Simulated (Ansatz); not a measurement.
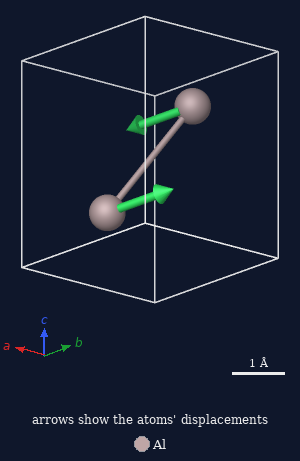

The lowest optical mode of a crystal of Al (a generated structure), space group P6₃/mmc (No. 194), at the zone centre. The green arrows are the displacements of the atoms (eigenvector over the root of the mass), of arbitrary overall length and sign. The picture is a ball-and-stick view of the conventional cell, seen from a free direction. Lengths and directions refer to the drawn axes.

Computed with DFT PBE, scalar-relativistic, plane waves, PAW in Ansatz.

The input:
```yaml
crystal:
  lattice:
    - [1.4273879225, -2.4723093751, 0.0]
    - [1.4273879225, 2.4723093751, 0.0]
    - [0.0, 0.0, 4.7208780435]
  atoms:
    - { symbol: Al, position: [0.3333330001, 0.6666669999, 0.25] }
    - { symbol: Al, position: [0.6666669999, 0.3333330001, 0.75] }
basis:
  ecutwfc: 420
kpoints:
  mp_grid: { grid: [24, 24, 12] }
hamiltonian:
  xc: pbe
scf:
  occupations: { method: fermi_dirac, width: 0.15 }
output:
  eigenvalues: true
phonons:
  method: dfpt
  eigenvectors: true
  qmesh: [3, 3, 2]
  temperatures: { t_max: 1000, t_step: 100 }
  qpath:
    path:
      - [[0.0, 0.0, 0.0], [-1.0e-07, 0.50000002, 0.0], [-0.33333348, 0.66666676, 0.0], [0.0, 0.0, 0.0], [0.0, 0.0, 0.5], [-1.0e-07, 0.50000002, 0.5], [-0.33333348, 0.66666676, 0.5], [0.0, 0.0, 0.5]]
      - [[-1.0e-07, 0.50000002, 0.5], [-1.0e-07, 0.50000002, 0.0]]
      - [[-0.33333348, 0.66666676, 0.5], [-0.33333348, 0.66666676, 0.0]]
    npoints: 8
```

Command:
```bash
ansatz run input.yaml --threads 1 --pin off --max-ram 2560MiB --backend cpu --events-out ev --progress --plain --runs-dir out
```

The frequencies depend somewhat on the k-mesh and the smearing.

Q: Is the structure stable against all modes at this point?

A: Yes: this softest mode has a real frequency, and so have all others here. That speaks for this wave vector alone: the rest of the zone wasn't checked in this run. This is the E₂g mode (doubly degenerate; one member of the set is drawn) at 139 cm⁻¹, the lowest optical level, Raman-active by symmetry. All motion is along b; atoms of one kind move against one another, with no net shift of their sublattice.
